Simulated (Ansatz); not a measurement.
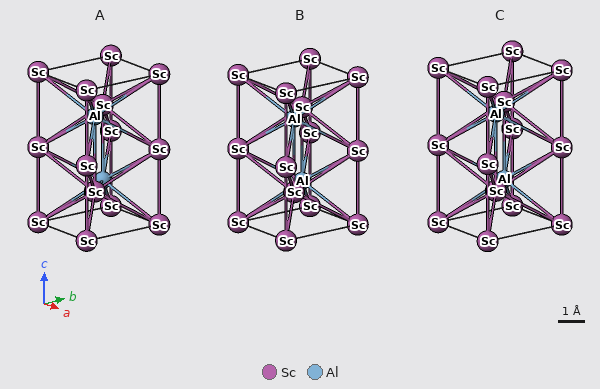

3 geometries from one relaxation of a crystal of Sc₂Al (set up in P6_3/mmc), in shuffled order. The picture is a ball-and-stick view of the cell of the calculation, seen slightly off an axis.

Case: relaxed functional: LDA.

All numbers below come from DFT LDA, scalar-relativistic, plane waves, PAW (Ansatz 0.2.0). (plane-wave cutoff 420 eV; k-point mesh 12 × 12 × 6; occupations gaussian; smearing width 0.1 eV; no spin polarisation; cell and atoms relaxed; force threshold 0.01 eV/Å; at most 60 steps)

Q: Order the frames from highest to lowest energy.

A: C, B, A. They are steps 0, 1, 4, at +20.5 meV per atom, +10.1 meV per atom relative to the last. After 3 accepted moves (4 points after the start) the energy has fallen by 20.5 meV per atom. All forces vanish by symmetry, so only the cell relaxes. Pressure: −4.58 GPa at the start and −0.03 GPa at the end. The SCF was repeated once at an unchanged geometry on a basis and grid sized afresh for the cell, which shifted the energy by 0.1 meV per atom at most. No atom moves by more than 0.005 Å relative to the cell. The volume changes by −6.4 %, with a = b 4.893 → 4.796 Å (−2.0 %), c 6.161 → 6.004 Å (−2.6 %). Some distances before and after: Sc–Sc 3.081 → 3.002 Å, Al–Sc 3.081 → 3.002 Å, Al–Sc 3.217 → 3.150 Å, Sc–Sc 3.217 → 3.150 Å. The space group stays P6_3/mmc (No. 194).
